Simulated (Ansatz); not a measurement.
## Run report: FeO, geometry relaxation (part 1 of 2)

The run: geometry relaxation of FeO (F222, 4 atoms in the cell). Method and program: DFT PBE+U, scalar-relativistic, plane waves, PAW, Ueff = 4 eV on Fe d (Ansatz 0.2.0).

The structure was built on a prototype by a generator; it need not be a known phase. The run did not end well. It belongs to a series of runs on one base structure; here: volume × 0.980.

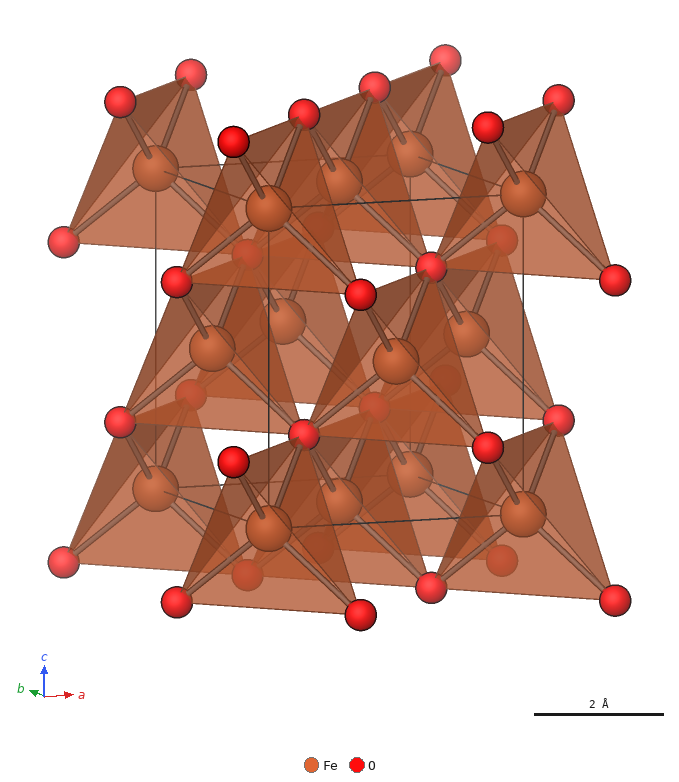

**Figure 1.** The structure as given in the input (polyhedral view of the cell 2 times as large as that of the calculation, set on its symmetry axes, seen slightly off an axis; polyhedra are completed across the faces of the cell). An atom can appear more than once, as a periodic image.

## The input
```yaml
crystal:
  lattice:
    - [0.0, 2.3568383799, 2.5083417788]
    - [4.2520323048, 2.3568383799, 2.5083417788]
    - [4.2520323048, 4.7136767598, 0.0]
  atoms:
    - { symbol: Fe, position: [0.0, 0.0, 0.0], spin: 3.6 }
    - { symbol: O, position: [0.249999964, 0.250000036, 0.0] }
    - { symbol: Fe, position: [0.0, 0.0, 0.5], spin: -3.6 }
    - { symbol: O, position: [0.250000036, 0.249999964, 0.5] }
basis:
  ecutwfc: 420
  ecutrho_ratio: 4
kpoints:
  mp_grid: { grid: [10, 10, 5] }
hamiltonian:
  xc: pbe
  hubbard:
    sites:
      - { species: Fe, l: d, u_eff: 4.0, starting_ns: start.occupation_matrices }
    ns_hold: { iters: 6 }
scf:
  occupations: { method: gaussian, width: 0.05 }
  lower_state_search: "off"
output:
  forces: true
  stress: true
  eigenvalues: true
  populations: true
magnetization:
  spin_polarized: true
relax:
  f_tol: 0.01
  max_steps: 40
  cell: { stress_tol: 0.1, fix: [volume] }
```

Run on 2 threads of Arm Neoverse V1, 24 GiB of memory available, shared host.

Launched with:
```bash
ansatz run input.yaml --threads 2 --pin off --max-ram 2662MiB --backend cpu --events-out ev --progress --plain --runs-dir out
```

## Output
```
basis.fft_grid_basis auto: the FFT boxes are laid along the combinations [[1, 0, 0], [0, 1, -1], [-1, 1, 0]] of the cell's own vectors, 3.442, 3.442 and 4.252 Å long. The dense box has 24×24×30 points. Along the cell's own vectors, as sized, it would have 24×40×45, 2.50 times as many. basis.fft_grid_basis: typed keeps the cell's own vectors: state it where this run's energies or levels are differenced outside the engine with another run's, or held beside a run that keeps those vectors.
Fe: projections on atomic orbitals take those of the free atom [Ne] 3s2 3p6 3d6 4s2, of charge +0.00 (hamiltonian.pseudopotentials.projection_atoms); the dataset's partial waves leave at most 1.1e-6 of an orbital's norm unspanned inside its sphere
O: projections on atomic orbitals take those of the free atom [He] 2s2 2p4, of charge +0.00 (hamiltonian.pseudopotentials.projection_atoms); the dataset's partial waves leave at most 1.9e-8 of an orbital's norm unspanned inside its sphere
hamiltonian.hubbard.sites[].starting_ns: atoms 0, 2 take their starting occupation matrices from start.occupation_matrices, whose run converged (SHA-256 )
Engine: ansatz 0.2.0, aarch64-unknown-linux-gnu
Pseudopotentials: kind: paw
Pseudopotential: Fe, paw, valence charge 16, recommended cutoff 420 eV (normal), Fe.paw.azcp
Pseudopotential: O, paw, valence charge 6, recommended cutoff 420 eV (normal), O.paw.azcp
Functional definition: PBE
  parameter kappa = 0.804
  parameter beta = 0.06672455060314922
  exchange = pbe_x(kappa = kappa, mu = beta*pi^2/3)
  correlation = pbe_c(beta = beta)
Crystal: 4 atoms, lattice volume = 50.274 Å³
Basis set: ecut = 420 eV, 989 PW (Γ), FFT grids on a1, a2−a3, −a1+a2, exchange–correlation on 48×48×60 points (8 copies of the dense FFT grid, shifted against one another)
Bands: 31, of which v1, the nominal top of the filled ones, is band 22 counted from 1 (21 counted from 0)
Symmetry: 4 space group operations
Space group: C222 (ITA 21), of the structure as read, at distance tolerance 3.7e-5 Å
Magnetic group: BNS 21.44 (UNI 142), of the structure as read, at distance tolerance 3.7e-5 Å
k-points: 93 of 500 (time reversal used)
Non-local potential: Fe, projectors of the file, l = 0: 3, l = 1: 2, l = 2: 3, l = 3: 1
Non-local potential: O, projectors of the file, l = 0: 2, l = 1: 2, l = 2: 1
PAW form: soft (Blöchl's): semilocal exchange-correlation on the pseudo side does not see the compensation charge
PAW one-centre angular grid: Fe, 590 points (default); XC on 64 Gauss nodes
PAW one-centre angular grid: O, 110 points (default); XC on 64 Gauss nodes
Initial density: superposition of atomic densities (chi_scale 0.1, normalization cell, long waves kept (reshape's long-wave potential 0.00 eV rms))
Starting moments: Σ|m| = 7.2 μB on 2 of 4 sites
Starting magnetic order: antiferromagnet; a translation exchanges its spin sublattices: spin-degenerate at every k-point
Initial wavefunctions: pseudopotential atomic-orbital guess
Functional: x = pbe(κ = 0.804, μ = 0.2195149727645171), c = pbe(β = 0.06672455060314922)
WARN: the translation (0, 0, 0.5) carries every atom to within crystal.symmetry.tolerance of an atom of its element with the starting moment reversed, but both spin channels are solved: site 1 translated lies 1.02e-7 (fractional; 3.06e-7 Å) from site 3 (counted from 0 in this solve's list of atoms, which can differ from the deck's where the deck declares a space group, asks for a supercell or sets defects), and one channel is solved only where every such distance is under 5.68e-14 (fractional). A two-channel solve makes about twice the Hamiltonian applications of a one-channel solve. Where the deck types every atom, coordinates typed digit for digit as the partner's plus the translation, between 0 and 1 (0.2553 and 0.7553), lie under that distance; relaxed ones, or ones converted from Cartesian, may not. crystal.symmetry.spin_inversion_symmetry: false solves both channels without this notice (see the input reference for what else it changes)
SCF iter   1: F=—  HF=-10093.690625 eV  |F-HF|=—  |Δ(HF+E_count)|=         —  Δρ=9.86e-2 (↑9.86e-2 ↓9.86e-2)  dr2=1.22e1  dr2_m=7.17e-1  M=0.000 μB ∫|m|=6.789 μB  β_m=1.00  ethr=3.10e-3  ⟨swp⟩=5.1  Hψ=20885  notcnv=0  defer=36
preconditioner: auto → Resta (q_TF=auto, 2.668 Å⁻¹)  ε∞=6.6  [insulator: Δε(μ)=1.462 eV  Ē_g=11.668 eV  σ=0.050 eV  W_gap=1.00  n_scr=18 (ndim 8)  ℏωp=27.7 eV  f_vac=0.000  D(μ)=0.00/eV (n_scr^D=0)  ε∞_Penn≈6.6]
spin=Collinear: Resta preconditioning applied to the charge; magnetization (m = ρ↑ − ρ↓) channel mixes plain (no charge-response kernel on spin).
SCF iter   2: F=—  HF=-10091.955207 eV  |F-HF|=—  |Δ(HF+E_count)|=    1.74e0  Δρ=4.52e-2 (↑4.52e-2 ↓4.52e-2)  dr2=1.48e0  dr2_m=2.98e-1  M=0.000 μB ∫|m|=7.329 μB  β_m=1.00  ethr=3.10e-3  ⟨swp⟩=3.0  Hψ=13382  notcnv=0  defer=656
SCF iter   3: F=—  HF=-10091.853906 eV  |F-HF|=—  |Δ(HF+E_count)|=   1.01e-1  Δρ=2.49e-2 (↑2.49e-2 ↓2.49e-2)  dr2=6.12e-1  dr2_m=6.16e-3  M=0.000 μB ∫|m|=7.389 μB  β_m=1.00  ethr=3.10e-3  ⟨swp⟩=2.0  Hψ=8290  notcnv=0  defer=638
SCF iter   4: F=—  HF=-10091.977227 eV  |F-HF|=—  |Δ(HF+E_count)|=   1.23e-1  Δρ=8.85e-3 (↑8.85e-3 ↓8.85e-3)  dr2=6.83e-2  dr2_m=2.24e-3  M=0.000 μB ∫|m|=7.407 μB  β_m=0.30  ethr=1.39e-3  ⟨swp⟩=2.5  Hψ=8588  notcnv=0  defer=638
SCF iter   5: F=—  HF=-10092.105035 eV  |F-HF|=—  |Δ(HF+E_count)|=   1.28e-1  Δρ=3.47e-3 (↑3.47e-3 ↓3.47e-3)  dr2=1.50e-2  dr2_m=8.09e-4  M=0.000 μB ∫|m|=7.428 μB  β_m=1.00  ethr=1.55e-4  ⟨swp⟩=2.5  Hψ=10717  notcnv=0  defer=606
SCF iter   6: F=—  HF=-10092.153413 eV  |F-HF|=—  |Δ(HF+E_count)|=   4.84e-2  Δρ=2.49e-3 (↑2.49e-3 ↓2.49e-3)  dr2=5.72e-3  dr2_m=8.61e-5  M=0.000 μB ∫|m|=7.435 μB  β_m=1.00  ethr=3.41e-5  ⟨swp⟩=2.4  Hψ=8975  notcnv=0  defer=606
SCF iter   7: F=—  HF=-10092.177152 eV  |F-HF|=—  |Δ(HF+E_count)|=   2.37e-2  Δρ=1.01e-3 (↑1.01e-3 ↓1.01e-3)  dr2=1.21e-3  dr2_m=2.43e-5  M=0.000 μB ∫|m|=7.433 μB  β_m=0.30  ethr=1.30e-5  ⟨swp⟩=2.0  Hψ=10134  notcnv=0  defer=606
Mixer restart at iter 7: flushing history
spin-set hold released at iteration 7 (site moments contracting): the magnetisation degrees of freedom join the quasi-Newton model from the next iteration; the mixer history was flushed
SCF iter   8: F=—  HF=-10092.189000 eV  |F-HF|=—  |Δ(HF+E_count)|=         —  Δρ=6.04e-4 (↑6.04e-4 ↓6.04e-4)  dr2=3.54e-4  dr2_m=1.35e-5  M=0.000 μB ∫|m|=7.435 μB  β_m=0.30  ethr=2.74e-6  ⟨swp⟩=2.1  Hψ=9173  notcnv=0  defer=606
SCF iter   9: F=—  HF=-10092.194972 eV  |F-HF|=—  |Δ(HF+E_count)|=   5.97e-3  Δρ=4.47e-4 (↑4.47e-4 ↓4.47e-4)  dr2=1.86e-4  dr2_m=1.06e-5  M=0.000 μB ∫|m|=7.436 μB  β_m=0.65  ethr=8.05e-7  ⟨swp⟩=2.0  Hψ=9252  notcnv=0  defer=606
SCF iter  10: F=—  HF=-10092.200956 eV  |F-HF|=—  |Δ(HF+E_count)|=   5.98e-3  Δρ=1.60e-4 (↑1.60e-4 ↓1.60e-4)  dr2=3.10e-5  dr2_m=2.68e-6  M=0.000 μB ∫|m|=7.438 μB  β_m=0.62  ethr=4.24e-7  ⟨swp⟩=2.0  Hψ=10080  notcnv=0  defer=606
SCF iter  11: F=—  HF=-10092.200957 eV  |F-HF|=—  |Δ(HF+E_count)|=   3.72e-7  Δρ=7.35e-5 (↑7.35e-5 ↓7.34e-5)  dr2=5.98e-6  dr2_m=9.16e-7  M=0.000 μB ∫|m|=7.438 μB  β_m=0.72  ethr=7.04e-8  ⟨swp⟩=2.1  Hψ=7568  notcnv=0  defer=606
SCF iter  12: F=—  HF=-10092.200961 eV  |F-HF|=—  |Δ(HF+E_count)|=   3.99e-6  Δρ=3.52e-5 (↑3.52e-5 ↓3.52e-5)  dr2=1.71e-6  dr2_m=1.74e-7  M=0.000 μB ∫|m|=7.438 μB  β_m=0.82  ethr=1.36e-8  ⟨swp⟩=2.0  Hψ=7976  notcnv=0  defer=606
SCF iter  13: F=—  HF=-10092.200962 eV  |F-HF|=—  |Δ(HF+E_count)|=   1.62e-6  Δρ=2.89e-5 (↑2.89e-5 ↓2.89e-5)  dr2=5.54e-7  dr2_m=1.19e-7  M=0.000 μB ∫|m|=7.439 μB  β_m=0.91  ethr=3.89e-9  ⟨swp⟩=2.1  Hψ=9025  notcnv=0  defer=606
SCF iter  14: F=—  HF=-10092.200963 eV  |F-HF|=—  |Δ(HF+E_count)|=   8.57e-7  Δρ=2.02e-5 (↑2.02e-5 ↓2.02e-5)  dr2=1.52e-7  dr2_m=8.55e-8  M=0.000 μB ∫|m|=7.439 μB  β_m=0.95  ethr=1.26e-9  ⟨swp⟩=2.0  Hψ=9252  notcnv=0  defer=606
SCF iter  15: F=—  HF=-10092.200964 eV  |F-HF|=—  |Δ(HF+E_count)|=   7.52e-7  Δρ=1.77e-5 (↑1.77e-5 ↓1.76e-5)  dr2=1.06e-7  dr2_m=6.87e-8  M=0.000 μB ∫|m|=7.439 μB  β_m=0.90  ethr=2.27e-10  ⟨swp⟩=9.8  Hψ=27531  notcnv=0
SCF iter  16: F=—  HF=-10092.200966 eV  |F-HF|=—  |Δ(HF+E_count)|=   2.05e-6  Δρ=1.38e-5 (↑1.38e-5 ↓1.36e-5)  dr2=1.40e-7  dr2_m=2.84e-8  M=0.000 μB ∫|m|=7.439 μB  β_m=0.53  ethr=2.27e-10  ⟨swp⟩=5.0  Hψ=23628  notcnv=0
SCF iter  17: F=-10092.200967 eV  HF=-10092.200967 eV  |F-HF|=1.94e-8  |Δ(HF+E_count)|=   9.55e-7  Δρ=6.10e-6 (↑5.93e-6 ↓6.10e-6)  dr2=1.25e-8  dr2_m=8.08e-9  M=0.000 μB ∫|m|=7.438 μB  ethr=2.27e-10  ⟨swp⟩=3.0  Hψ=22589  notcnv=0
SCF 1 converged in 17 iterations: F = -10092.200967 eV  dr2 = 1.25e-8
  greatest PAW one-centre occupation: 1.005 electrons in one spin orbital (limit 2), on the Fe atom at site 2 (counted from 0), in its partial waves of l = 1
relax step   1: F+E_penalty+E_count = -10092.20096676 eV  Δ(F+E_penalty+E_count) = +0.000e0 eV  max|allowed force component| = 5.615e-6 eV/Å  Δτ_max = 0.0000 Å  P = +2.408 GPa  Ω = 50.274 Å³  fix = [volume]  reactions: volume +2.408 GPa  (17 SCF iters, dr2 threshold 1.00e-7 eV, accepted)
Initial density: handed on by an earlier stage of this run
Starting moments: Σ|m| = 7.2 μB on 2 of 4 sites; this step starts from the density that it was given
Initial wavefunctions: those handed on with the density
the translation (0, 0, 0.5) carries every atom to within crystal.symmetry.tolerance of an atom of its element with the starting moment reversed, but both spin channels are solved: site 1 translated lies 3.92e-8 (fractional; 1.17e-7 Å) from site 3 (counted from 0 in this solve's list of atoms, which can differ from the deck's where the deck declares a space group, asks for a supercell or sets defects), and one channel is solved only where every such distance is under 5.68e-14 (fractional). A two-channel solve makes about twice the Hamiltonian applications of a one-channel solve. Where the deck types every atom, coordinates typed digit for digit as the partner's plus the translation, between 0 and 1 (0.2553 and 0.7553), lie under that distance; relaxed ones, or ones converted from Cartesian, may not. crystal.symmetry.spin_inversion_symmetry: false solves both channels without this notice (see the input reference for what else it changes)
iter 1 solved again at ethr=3.03e-7 eV; its pass at ethr=3.10e-3 eV (dr2=1.33e-4 eV) is discarded
SCF iter   1: F=—  HF=-10092.201531 eV  |F-HF|=—  |Δ(HF+E_count)|=         —  Δρ=5.25e-4 (↑5.25e-4 ↓5.24e-4)  dr2=1.23e-4  dr2_m=4.95e-5  M=0.000 μB ∫|m|=7.440 μB  β_m=0.30  ethr=3.03e-7  ⟨swp⟩=2.3  Hψ=26458  notcnv=0
preconditioner: auto → Resta (q_TF=auto, 2.668 Å⁻¹)  ε∞=6.4  [insulator: Δε(μ)=0.675 eV  Ē_g=11.951 eV  σ=0.050 eV  W_gap=1.00  n_scr=18 (ndim 8)  ℏωp=27.7 eV  f_vac=0.024  D(μ)=0.00/eV (n_scr^D=0)  ε∞_Penn≈6.4]
spin=Collinear: Resta preconditioning applied to the charge; magnetization (m = ρ↑ − ρ↓) channel mixes plain (no charge-response kernel on spin).
SCF iter   2: F=—  HF=-10092.201569 eV  |F-HF|=—  |Δ(HF+E_count)|=   3.76e-5  Δρ=3.48e-4 (↑3.48e-4 ↓3.48e-4)  dr2=3.42e-5  dr2_m=2.71e-5  M=0.000 μB ∫|m|=7.440 μB  β_m=0.48  ethr=2.79e-7  ⟨swp⟩=2.3  Hψ=7336  notcnv=0
SCF iter   3: F=—  HF=-10092.201624 eV  |F-HF|=—  |Δ(HF+E_count)|=   5.52e-5  Δρ=1.28e-4 (↑1.28e-4 ↓1.28e-4)  dr2=6.38e-6  dr2_m=3.47e-6  M=0.000 μB ∫|m|=7.440 μB  β_m=0.55  ethr=7.78e-8  ⟨swp⟩=2.2  Hψ=8142  notcnv=0
SCF iter   4: F=—  HF=-10092.201634 eV  |F-HF|=—  |Δ(HF+E_count)|=   9.95e-6  Δρ=2.75e-5 (↑2.74e-5 ↓2.75e-5)  dr2=8.06e-7  dr2_m=5.05e-8  M=0.000 μB ∫|m|=7.439 μB  β_m=0.65  ethr=1.45e-8  ⟨swp⟩=2.0  Hψ=9666  notcnv=0
SCF iter   5: F=—  HF=-10092.201634 eV  |F-HF|=—  |Δ(HF+E_count)|=   3.55e-7  Δρ=1.10e-5 (↑1.10e-5 ↓1.10e-5)  dr2=1.30e-7  dr2_m=5.41e-9  M=0.000 μB ∫|m|=7.439 μB  β_m=0.74  ethr=1.83e-9  ⟨swp⟩=2.5  Hψ=8154  notcnv=0
SCF iter   6: F=—  HF=-10092.201634 eV  |F-HF|=—  |Δ(HF+E_count)|=   6.85e-8  Δρ=2.50e-6 (↑2.45e-6 ↓2.50e-6)  dr2=8.01e-9  dr2_m=3.91e-10  M=0.000 μB ∫|m|=7.439 μB  β_m=0.87  ethr=2.96e-10  ⟨swp⟩=2.0  Hψ=7998  notcnv=0
SCF iter   7: F=—  HF=-10092.201634 eV  |F-HF|=—  |Δ(HF+E_count)|=   7.78e-9  Δρ=6.64e-7 (↑6.64e-7 ↓5.69e-7)  dr2=7.17e-10  dr2_m=9.19e-12  M=0.000 μB ∫|m|=7.439 μB  β_m=0.87  ethr=1.82e-11  ⟨swp⟩=1.0  Hψ=14508  notcnv=0
Mixer restart at iter 7: flushing history
SCF iter   8: F=—  HF=-10092.201634 eV  |F-HF|=—  |Δ(HF+E_count)|=         —  Δρ=5.68e-7 (↑5.68e-7 ↓4.99e-7)  dr2=5.76e-10  dr2_m=4.45e-12  M=0.000 μB ∫|m|=7.439 μB  β_m=0.87  ethr=1.63e-12  ⟨swp⟩=1.0  Hψ=5766  notcnv=0
SCF iter   9: F=—  HF=-10092.201637 eV  |F-HF|=—  |Δ(HF+E_count)|=   2.76e-6  Δρ=2.08e-5 (↑2.08e-5 ↓2.08e-5)  dr2=9.69e-8  dr2_m=1.00e-7  M=0.000 μB ∫|m|=7.439 μB  β_m=0.93  ethr=1.31e-12  ⟨swp⟩=3.0  Hψ=11225  notcnv=0
SCF iter  10: F=—  HF=-10092.201638 eV  |F-HF|=—  |Δ(HF+E_count)|=   9.07e-7  Δρ=2.44e-5 (↑2.44e-5 ↓2.44e-5)  dr2=1.52e-7  dr2_m=1.37e-7  M=0.000 μB ∫|m|=7.439 μB  β_m=0.69  ethr=1.31e-12  ⟨swp⟩=3.0  Hψ=14752  notcnv=0
SCF iter  11: F=—  HF=-10092.201640 eV  |F-HF|=—  |Δ(HF+E_count)|=   1.68e-6  Δρ=2.18e-5 (↑2.18e-5 ↓2.17e-5)  dr2=1.71e-7  dr2_m=1.02e-7  M=0.000 μB ∫|m|=7.439 μB  β_m=0.25  ethr=1.31e-12  ⟨swp⟩=5.0  Hψ=23029  notcnv=0
SCF iter  12: F=-10092.201641 eV  HF=-10092.201640 eV  |F-HF|=2.91e-7  |Δ(HF+E_count)|=   8.72e-7  Δρ=1.78e-5 (↑1.78e-5 ↓1.78e-5)  dr2=1.07e-7  dr2_m=7.18e-8  M=0.000 μB ∫|m|=7.439 μB  ethr=1.31e-12  ⟨swp⟩=4.3  Hψ=18416  notcnv=0
SCF 2 converged in 12 iterations: F = -10092.201641 eV  dr2 = 1.07e-7
  greatest PAW one-centre occupation: 1.005 electrons in one spin orbital (limit 2), on the Fe atom at site 0 (counted from 0), in its partial waves of l = 1
relax step   2: F+E_penalty+E_count = -10092.20164074 eV  Δ(F+E_penalty+E_count) = -6.740e-4 eV  max|allowed force component| = 1.512e-6 eV/Å  Δτ_max = 0.0000 Å  P = +2.301 GPa  Ω = 50.274 Å³  energy of the carried Pulay correction = +1.753e-5 eV  fix = [volume]  reactions: volume +2.301 GPa  (12 SCF iters, dr2 threshold 4.00e-7 eV, accepted)
[... from here on the SCF iterations and repeated set-up lines of each step are left out, up to the last step ...]
SCF 3 converged in 17 iterations: F = -10092.202666 eV  dr2 = 2.94e-9
relax step   3: F+E_penalty+E_count = -10092.20266613 eV  Δ(F+E_penalty+E_count) = -1.025e-3 eV  max|allowed force component| = 1.495e-5 eV/Å  Δτ_max = 0.0000 Å  P = +1.982 GPa  Ω = 50.274 Å³  energy of the carried Pulay correction = +7.106e-5 eV  fix = [volume]  reactions: volume +1.982 GPa  (17 SCF iters, dr2 threshold 2.56e-7 eV, accepted)
SCF 4 converged in 17 iterations: F = -10092.202942 eV  dr2 = 1.27e-9
relax step   4: F+E_penalty+E_count = -10092.20294227 eV  Δ(F+E_penalty+E_count) = -2.761e-4 eV  max|allowed force component| = 2.986e-5 eV/Å  Δτ_max = 0.0000 Å  P = +1.864 GPa  Ω = 50.274 Å³  energy of the carried Pulay correction = +9.553e-5 eV  fix = [volume]  reactions: volume +1.864 GPa  (17 SCF iters, dr2 threshold 9.15e-8 eV, accepted)
SCF 5 converged in 17 iterations: F = -10092.203119 eV  dr2 = 3.50e-9
relax step   5: F+E_penalty+E_count = -10092.20311905 eV  Δ(F+E_penalty+E_count) = -1.768e-4 eV  max|allowed force component| = 2.400e-4 eV/Å  Δτ_max = 0.0000 Å  P = +1.836 GPa  Ω = 50.274 Å³  energy of the carried Pulay correction = +1.080e-4 eV  fix = [volume]  reactions: volume +1.836 GPa  (17 SCF iters, dr2 threshold 5.48e-8 eV, accepted)
SCF 6 converged in 13 iterations: F = -10092.203706 eV  dr2 = 6.25e-11
```
